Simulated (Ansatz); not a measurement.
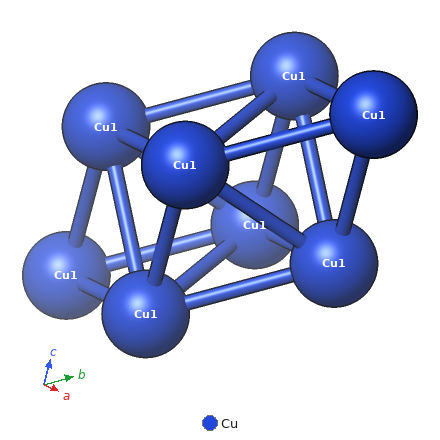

The system is Cu (Fm-3m, No. 225; 1 atom in the cell); the picture shows the reference structure. The energy is mapped over volume and the cell's shape. Coordinates scanned: (1) volume per atom; (2) c/a of the conventional cell. Nothing is relaxed (symmetry fixes all fractional coordinates). The grid has 5 × 7 points. Points are written as (first, second). Energies: meV/atom, counted from the lowest grid point. Level of theory: DFT PBEsol, scalar-relativistic, plane waves, PAW (Ansatz 0.2.0). Settings: cutoff 520 eV, k-mesh 24×24×24, gaussian smearing 0.15 eV, no spin polarisation.

Its coordinates:

```xyz
1
Lattice="0.0000 1.7816 1.7816 1.7816 0.0000 1.7816 1.7816 1.7816 0.0000" Properties=species:S:1:pos:R:3 pbc="T T T"
Cu    0.0000    0.0000    0.0000
```

Range: volume per atom from 9.50 to 13.12 Å³; c/a of the conventional cell from 0.598 to 1.109.

Question: What will the energy surface look like?

Answer: The lowest grid point is at (11.31 Å³, 1.000) [fcc]. The highest grid point, (9.50 Å³, 0.598), lies 289 meV/atom above the lowest. Round the minimum the two coordinates are nearly uncoupled.

```tsv
c/a of the conventional cell ↓, volume per atom →	9.50	10.41	11.31	12.22	13.12
1.109	243	69	21	50	128
1.000	215	45	0	32	113
0.902	231	59	12	43	122
0.814	253	78	30	59	137
0.734	262	88	39	69	145
0.662	264	89	40	68	145
0.598	289	106	51	74	147
```

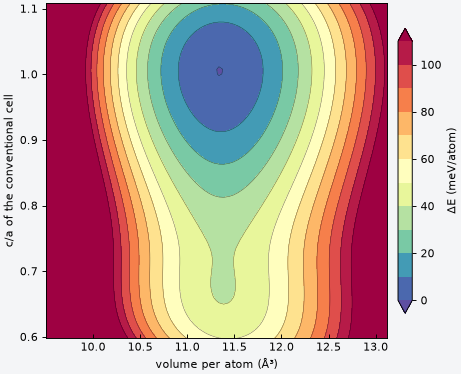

Drawn: filled contours, one colour for all values above the top of the scale. Between grid points the surface is interpolated.

Each point was launched as `ansatz run input.yaml --threads 1 --pin off --max-ram 2048MiB --backend cpu --events-out ev --progress --plain --runs-dir out`. Time for the 35 points that were run: 14 min on 1 thread of Arm Neoverse N1 (shared host).

PAW datasets: the set soft_1.
